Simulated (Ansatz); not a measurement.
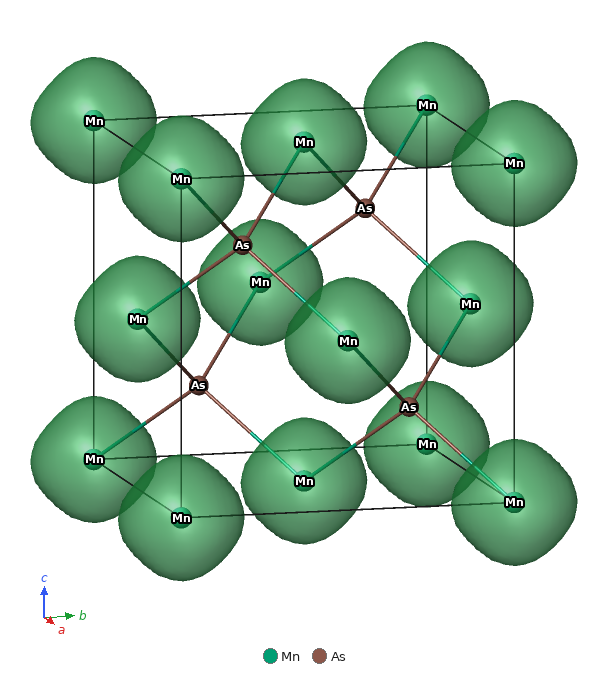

MnAs. Isosurfaces of the spin density (up minus down) at +0.15 (green) and −0.15 e/Å³ (red), seen slightly off an axis. Sticks mark near contacts.

Space group F-43m; spin-polarised.

All numbers below come from DFT PBEsol, scalar-relativistic, plane waves, PAW in Ansatz 0.2.0.

Core electrons are frozen (PAW), and the valence fields are smoothed inside the atomic spheres.

Describe the spin distribution.

Answer. The spin density sits on Mn: +3.2 μB (×4) in one cell of 8 atoms, with smaller moments on other sites: As (up to −0.13 μB): parallel moments, as they must be, since the calculation's own cell holds one magnetic site. The cell of the calculation (2 atoms) carries 3.3 μB of net spin moment. Only one sign reaches the isovalue.
